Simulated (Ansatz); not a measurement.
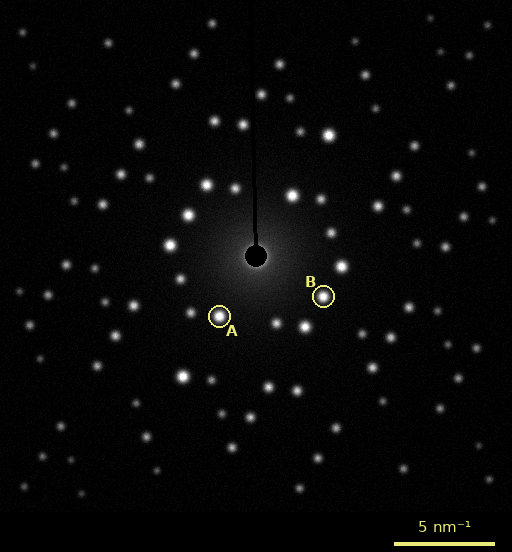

The pattern is a kinematic simulation for 80 kV electrons (no multiple scattering; isotropic B = 0.5 Å²). Two individuals of a reflection twin are superposed (a geometric construction: whether this twin forms is not tested; the second individual is smaller and so fainter). Crystal: Ga, space group Pm-3n (No. 223), a = 5.621 Å, zone axis [210]. Structure: the input geometry of an electronic-structure calculation (not necessarily at equilibrium); the starting structure was generated, so it need not be a known form of this composition.

In the first individual spot A is 0 0 -2 and spot B is -1 2 0.

### Find the twin plane.

(1-2-1). The spot positions of the combined pattern are mirror-symmetric about the row through 1 -2 -1 (d = 2.295 Å), which both individuals share, while a single individual has only symmetry 2mm without that mirror line. Friedel's law adds the mirror line at right angles, so a twin on (1-25) would give the same picture; the more widely spaced plane was used.

### Which other reflections coincide?

Off the common row, 1 -2 -4, 2 -4 1, 1 -2 5 and their kin fall on spots of the second individual; about 32 % of the first individual's visible spots are shared.
